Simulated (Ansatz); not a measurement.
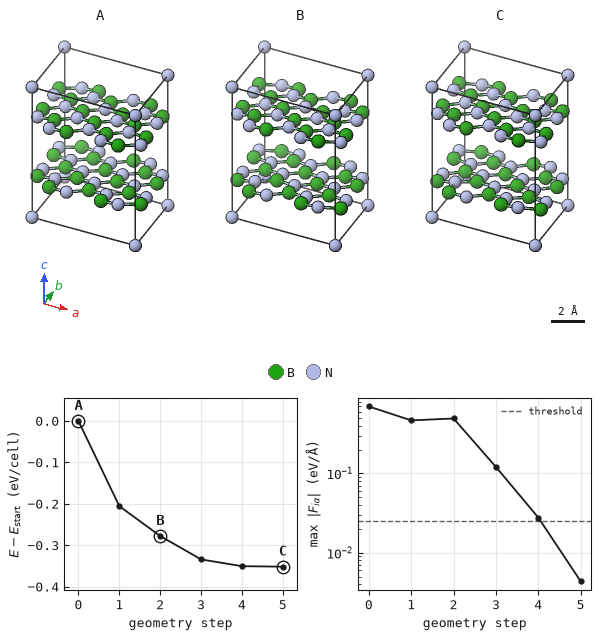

Frames of a relaxation of a defect cell of composition B24N25 (cell charge −2), marked on the history of the run. Style: ball-and-stick. Shown: the cell of the calculation, reduced to other axes, slightly off an axis. Lengths and directions refer to the drawn axes.

Case: N interstitial, charge -2, atoms relaxed at the host's cell.

Method: Ansatz, DFT PBE, scalar-relativistic, plane waves, PAW. (plane-wave cutoff 420 eV; k-point mesh 2 × 2 × 2; occupations gaussian; smearing width 0.01 eV; collinear spin; atoms relaxed in a fixed cell; force threshold 0.025 eV/Å; at most 45 steps)

Question: What happens along the run?

Answer: The largest moves, 0.34 Å, are those of B atoms. Largest moves by element: B 0.34 Å, N 0.31 Å. The cell doesn't change. Among the contacts that change: B–N 1.460 → 1.477 Å, B–N 1.437 → 1.421 Å, B–N 1.455 → 1.460 Å. Among the angles between lasting bonds that change: B–N–B 118.2° → 114.2°. Over 5 geometry steps the energy falls by 0.351 eV per cell of the calculation. The largest force component goes from 0.7 to 0.0044 eV/Å. From step 0 to 2: B atoms move most (0.27 Å), energy −0.277 eV per cell of the calculation. From step 2 to 5: N atoms move most (0.12 Å), energy −74.1 meV per cell of the calculation.

```json
{"step": "0", "E − E(0), meV/atom": "0.00", "largest force component, eV/Å": "0.6973"}
{"step": "1", "E − E(0), meV/atom": "-4.19", "largest force component, eV/Å": "0.4659"}
{"step": "2", "E − E(0), meV/atom": "-5.66", "largest force component, eV/Å": "0.4923"}
{"step": "3", "E − E(0), meV/atom": "-6.82", "largest force component, eV/Å": "0.1206"}
{"step": "4", "E − E(0), meV/atom": "-7.15", "largest force component, eV/Å": "0.0278"}
{"step": "5", "E − E(0), meV/atom": "-7.17", "largest force component, eV/Å": "0.0044"}
```

Limits of the set-up: the periodic images lie only 8.3 Å apart, so the values are limited by the cell's size; the cell is charged, on a uniform background, and energies carry no finite-size correction.
